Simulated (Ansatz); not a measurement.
Consider Si2Ni.

```
CELL_PARAMETERS angstrom
5.33294 0.00000 0.00000
0.00000 5.33294 0.00000
0.00000 0.00000 5.33294
ATOMIC_POSITIONS crystal
Ni 0.00000 0.00000 0.00000
Ni 0.50000 0.50000 0.00000
Ni 0.50000 0.00000 0.50000
Ni 0.00000 0.50000 0.50000
Si 0.75000 0.25000 0.25000
Si 0.25000 0.75000 0.25000
Si 0.25000 0.25000 0.75000
Si 0.75000 0.75000 0.75000
Si 0.25000 0.25000 0.25000
Si 0.75000 0.75000 0.25000
Si 0.75000 0.25000 0.75000
Si 0.25000 0.75000 0.75000
```

Space group Fm-3m; computed pressure about 11 GPa in this cell; the program warned that a starting moment wasn't kept; spin-polarised, but the moments vanished.

Level of theory: Kohn-Sham DFT of a periodic cell, PBE, Ansatz PAW (Ansatz).

Question: Predict the valence pseudo-density and electron localisation function between the atoms.

Answer: Si–Ni (2.31 Å): ρ is about 0.5 e/Å³ halfway; the ELF peaks at about 0.75 in the valence shell of Si, 0.9 Å from its nucleus, and is about 0.50 at the midpoint.

Question: Metal or insulator at this level of theory?

Answer: It is gapless in this calculation (a metal or semimetal).

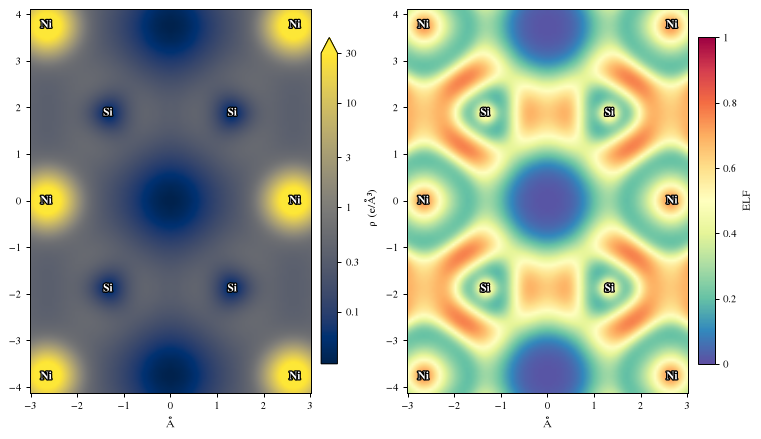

Computed valence pseudo-density and electron localisation function on the (110) plane of the conventional cell, in this order. 
